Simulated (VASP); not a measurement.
**Al: geometry relaxation (part 2 of 2)**

Continued. System: Al (Fm-3m, 1 atom in the cell). Method: Kohn-Sham DFT of a periodic cell, PBE, VASP PAW PBE potentials, recommended, no spin polarisation (VASP 6.6.1); cutoff 600 eV, 18×18×18 k-mesh, methfessel-paxton of 0.1 eV. The structure was built on a prototype by a generator; it need not be a known phase.

Geometry of the input (Å; fractional positions):
```
0.0000  2.0100  2.0100
2.0100  0.0000  2.0100
2.0100  2.0100  0.0000
Al 0.0000  0.0000  0.0000
```

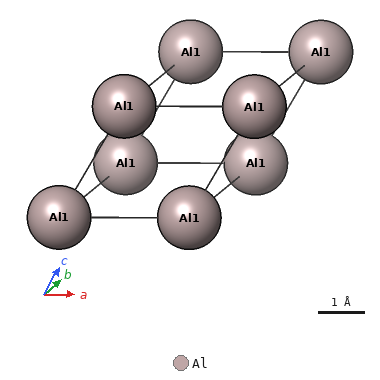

**Figure 1.** The geometry at step 1 of the log (spheres-only view of the cell of the calculation, seen at an oblique angle; atoms are numbered from 1 in the order of the input).

**Parts of OUTCAR, continued**
```
   k-points           NKPTS =    195   k-points in BZ     NKDIM =    195   number of bands    NBANDS=      5
   number of dos      NEDOS =    301   number of ions     NIONS =      1
   total plane-waves  NPLWV =  13824
   dimension x,y,z NGX =    24 NGY =   24 NGZ =   24
   dimension x,y,z NGXF=    48 NGYF=   48 NGZF=   48
   ions per type =               1
   NGX,Y,Z   is equivalent  to a cutoff of  14.04, 14.04, 14.04 a.u.
   NGXF,Y,Z  is equivalent  to a cutoff of  28.07, 28.07, 28.07 a.u.
 SYSTEM =  Al
   PREC   = accura    normal or accurate (medium, high low for compatibility)
   ISTART =      0    job   : 0-new  1-cont  2-samecut
   ICHARG =      2    charge: 1-file 2-atom 10-const
   ISPIN  =      1    spin polarized calculation?
   LNONCOLLINEAR =      F non collinear calculations
   LSORBIT =      F    spin-orbit coupling
   LASPH  =      T    aspherical Exc in radial PAW
   ENCUT  =  600.0 eV  44.10 Ry    6.64 a.u.   5.68  5.68  5.68*2*pi/ulx,y,z
   NELM   =    120;   NELMIN=  2; NELMDL= -5     # of ELM steps
   EDIFF  = 0.1E-06   stopping-criterion for ELM
   LREAL  =      F    real-space projection
   EDIFFG = -.5E-02   stopping-criterion for IOM
   NSW    =     40    number of steps for IOM
   IBRION =      2    ionic relax: 0-MD 1-quasi-New 2-CG
   NFREE  =      1    steps in history (QN), initial steepest desc. (CG)
   ISIF   =      3    stress and relaxation
   ISYM   =      2    0-nonsym 1-usesym 2-fastsym
   POTIM  = 0.5000    time-step for ionic-motion
   TEBEG  =    0.0;   TEEND  =   0.0 temperature during run
   PSTRESS=    0.0 pullay stress
   NELECT =       3.0000    total number of electrons
   NUPDOWN=      -1.0000    fix difference up-down
   EMIN   =  10.00;   EMAX   =-10.00  energy-range for DOS
   EFERMI =   0.00;   METHOD = LEGACY
   ISMEAR =     1;   SIGMA  =   0.10  broadening in eV -4-tet -1-fermi 0-gaus
   EFERMI_NEDOS =   21; number of points for ismear=-14 and -15
   IALGO  =     68    algorithm
   IMIX   =      4    mixing-type and parameters
     AMIX     =   0.40;   BMIX     =  1.00
     AMIX_MAG =   1.60;   BMIX_MAG =  1.00
  volume/ion in A,a.u.               =      16.24       109.60
  Fermi-wavevector in a.u.,A,eV,Ry     =   0.932343  1.761873 11.827055  0.869264
  Thomas-Fermi vector in A             =   2.058931
   LORBIT       =      0    0 simple, 1 ext, 2 COOP (PROOUT), +10 PAW based schemes
   GGA     = PE    functional components
   LHFCALC =     F    Hartree Fock is set to
   AEXX    =    0.0000 exact exchange contribution
   IVDW    =     0    specifies the selected vdW correction
   LEPSILON=     F    determine dielectric tensor
   LRPA    =     F    only Hartree local field effects (RPA)
 conjugate gradient relaxation of ions
 non-spin polarized calculation
 RMM-DIIS sequential band-by-band and
 Methfessel and Paxton  Order N= 1 SIGMA  =   0.10
  energy-cutoff  :      600.00
  volume of cell :       16.24
 maximum number of plane-waves:       556
   NGX = 11   NGY = 11   NGZ = 11

--------------------------------------- Ionic step        1  -------------------------------------------

 number of electron       3.0000000 magnetization

 Free energy of the ion-electron system (eV)
  ---------------------------------------------------
  ext. energy  EPLUGINS =         0.00000000
  ---------------------------------------------------
  free energy    TOTEN  =        -3.74215497 eV

  energy without entropy =       -3.74142658  energy(sigma->0) =       -3.74191218

------------------------ aborting loop because EDIFF is reached ----------------------------------------

  FORCE on cell =-STRESS in cart. coord.  units (eV):
  Direction    XX          YY          ZZ          XY          YZ          ZX
  --------------------------------------------------------------------------------------
  -------------------------------------------------------------------------------------
  Total        0.1242651      0.1242651      0.1242651     -0.0000000      0.0000000     -0.0000000
  in kB       12.2586211     12.2586211     12.2586211     -0.0000000      0.0000000     -0.0000000
  external PRESSURE =      12.2586211 kB  Pullay stress =       0.0000000 kB

 VOLUME and BASIS-vectors are now :
 -----------------------------------------------------------------------------
  energy-cutoff  :      600.00
  volume of cell :       16.24
      direct lattice vectors                 reciprocal lattice vectors
     0.000000000  2.010000000  2.010000000    -0.248756219  0.248756219  0.248756219
     2.010000000  0.000000000  2.010000000     0.248756219 -0.248756219  0.248756219
     2.010000000  2.010000000  0.000000000     0.248756219  0.248756219 -0.248756219

 POSITION                                       TOTAL-FORCE (eV/Angst)
 -----------------------------------------------------------------------------------
      0.00000      0.00000      0.00000         0.000000      0.000000      0.000000
 -----------------------------------------------------------------------------------
    total drift:                                0.000000     -0.000000     -0.000000

  FREE ENERGIE OF THE ION-ELECTRON SYSTEM (eV)
  ---------------------------------------------------
  free  energy   TOTEN  =        -3.7421549736 eV

  energy  without entropy=       -3.7414265800  energy(sigma->0) =       -3.74191218

--------------------------------------- Ionic step        2  -------------------------------------------

 number of electron       3.0000000 magnetization

------------------------ aborting loop because EDIFF is reached ----------------------------------------

  FORCE on cell =-STRESS in cart. coord.  units (eV):
  Direction    XX          YY          ZZ          XY          YZ          ZX
  --------------------------------------------------------------------------------------
  -------------------------------------------------------------------------------------
  Total       -0.0162160     -0.0162160     -0.0162160      0.0000000     -0.0000000      0.0000000
  in kB       -1.5712651     -1.5712651     -1.5712651      0.0000000     -0.0000000      0.0000000
  external PRESSURE =      -1.5712651 kB  Pullay stress =       0.0000000 kB

 VOLUME and BASIS-vectors are now :
 -----------------------------------------------------------------------------
  energy-cutoff  :      600.00
  volume of cell :       16.54
      direct lattice vectors                 reciprocal lattice vectors
     0.000000000  2.022049706  2.022049706    -0.247273842  0.247273842  0.247273842
     2.022049706  0.000000000  2.022049706     0.247273842 -0.247273842  0.247273842
     2.022049706  2.022049706  0.000000000     0.247273842  0.247273842 -0.247273842

 POSITION                                       TOTAL-FORCE (eV/Angst)
 -----------------------------------------------------------------------------------
      0.00000      0.00000      0.00000        -0.000000      0.000000     -0.000000
 -----------------------------------------------------------------------------------
    total drift:                                0.000000     -0.000000     -0.000000

  FREE ENERGIE OF THE ION-ELECTRON SYSTEM (eV)
  ---------------------------------------------------
  free  energy   TOTEN  =        -3.7431128595 eV

  energy  without entropy=       -3.7424212873  energy(sigma->0) =       -3.74288234

--------------------------------------- Ionic step        3  -------------------------------------------

 number of electron       3.0000000 magnetization

 Free energy of the ion-electron system (eV)
  ---------------------------------------------------
  ext. energy  EPLUGINS =         0.00000000
  ---------------------------------------------------
  free energy    TOTEN  =        -3.74313044 eV

  energy without entropy =       -3.74242661  energy(sigma->0) =       -3.74289583

 E-fermi :   7.9923     XC(G=0): -10.1965     alpha+bet :-14.8764

 val. band max:        7.9922360708   @ k =  -0.2778   0.5000   0.2222
 cond. band min:       8.0058210748   @ k =  -0.4444   0.3333   0.1111
 fundamental gap:      0.0135850040
 Fermi energy:         7.9923463383

 k-point     1 :       0.0000    0.0000    0.0000
  band No.  band energies     occupation
      1      -3.1343      2.00000
      2      20.6194      0.00000
      3      20.6194      0.00000
      4      20.6194      0.00000
      5      22.1114      0.00000

 k-point     2 :       0.0556    0.0000    0.0000
  band No.  band energies     occupation
      1      -3.0504      2.00000
      2      19.1016      0.00000
      3      20.3073      0.00000
      4      20.3073      0.00000
      5      22.5542      0.00000

 k-point     3 :       0.1111    0.0000    0.0000
  band No.  band energies     occupation
      1      -2.7990      2.00000
      2      16.8790      0.00000
      3      19.7956      0.00000
      4      19.7956      0.00000
      5      22.7497      0.00000

 k-point     4 :       0.1667    0.0000    0.0000
  band No.  band energies     occupation
      1      -2.3809      2.00000
      2      14.6420      0.00000
      3      19.3500      0.00000
      4      19.3500      0.00000
      5      22.5874      0.00000

 k-point     5 :       0.2222    0.0000    0.0000
  band No.  band energies     occupation
      1      -1.7977      2.00000
      2      12.4810      0.00000
      3      19.0227      0.00000
      4      19.0227      0.00000
      5      22.4169      0.00000

 [... the levels of 18 k-points are left out ...]

 k-point    24 :      -0.2222    0.0556    0.0000
  band No.  band energies     occupation
      1      -1.4931      2.00000
      2      11.8410      0.00000
      3      17.2849      0.00000
      4      20.1364      0.00000
      5      21.8820      0.00000

 [... further k-points ...]

------------------------ aborting loop because EDIFF is reached ----------------------------------------

  FORCE on cell =-STRESS in cart. coord.  units (eV):
  Direction    XX          YY          ZZ          XY          YZ          ZX
  --------------------------------------------------------------------------------------
  -------------------------------------------------------------------------------------
  Total        0.0002305      0.0002305      0.0002305     -0.0000000      0.0000000     -0.0000000
  in kB        0.0223816      0.0223816      0.0223816     -0.0000000      0.0000000     -0.0000000
  external PRESSURE =       0.0223816 kB  Pullay stress =       0.0000000 kB

 VOLUME and BASIS-vectors are now :
 -----------------------------------------------------------------------------
  energy-cutoff  :      600.00
  volume of cell :       16.50
      direct lattice vectors                 reciprocal lattice vectors
     0.000000000  2.020617652  2.020617652    -0.247449090  0.247449090  0.247449090
     2.020617652  0.000000000  2.020617652     0.247449090 -0.247449090  0.247449090
     2.020617652  2.020617652  0.000000000     0.247449090  0.247449090 -0.247449090

 POSITION                                       TOTAL-FORCE (eV/Angst)
 -----------------------------------------------------------------------------------
      0.00000      0.00000      0.00000         0.000000      0.000000      0.000000
 -----------------------------------------------------------------------------------
    total drift:                               -0.000000      0.000000      0.000000

  FREE ENERGIE OF THE ION-ELECTRON SYSTEM (eV)
  ---------------------------------------------------
  free  energy   TOTEN  =        -3.7431304445 eV

  energy  without entropy=       -3.7424266114  energy(sigma->0) =       -3.74289583

 reached required accuracy - stopping structural energy minimisation
```

**CONTCAR**
```
Al
   1.00000000000000
     0.0000000000000000    2.0206176518762842    2.0206176518762842
     2.0206176518762842    0.0000000000000000    2.0206176518762842
     2.0206176518762842    2.0206176518762842    0.0000000000000000
  Al
     1
Direct
     0.0000000000000000    0.0000000000000000    0.0000000000000000

  0.00000000E+00  0.00000000E+00  0.00000000E+00
```

**Trajectory as extended XYZ (Å, eV, eV/Å), 3 frames, from step=0 to step=2**
```
1
Lattice="0.0000 2.0100 2.0100 2.0100 0.0000 2.0100 2.0100 2.0100 0.0000" Properties=species:S:1:pos:R:3:forces:R:3 step=0 energy=-3.74215
Al    0.0000    0.0000    0.0000    0.0000   0.0000   0.0000
1
Lattice="0.0000 2.0220 2.0220 2.0220 0.0000 2.0220 2.0220 2.0220 0.0000" Properties=species:S:1:pos:R:3:forces:R:3 step=1 energy=-3.74311
Al    0.0000    0.0000    0.0000    0.0000   0.0000   0.0000
1
Lattice="0.0000 2.0206 2.0206 2.0206 0.0000 2.0206 2.0206 2.0206 0.0000" Properties=species:S:1:pos:R:3:forces:R:3 step=2 energy=-3.74313
Al    0.0000    0.0000    0.0000    0.0000   0.0000   0.0000
```
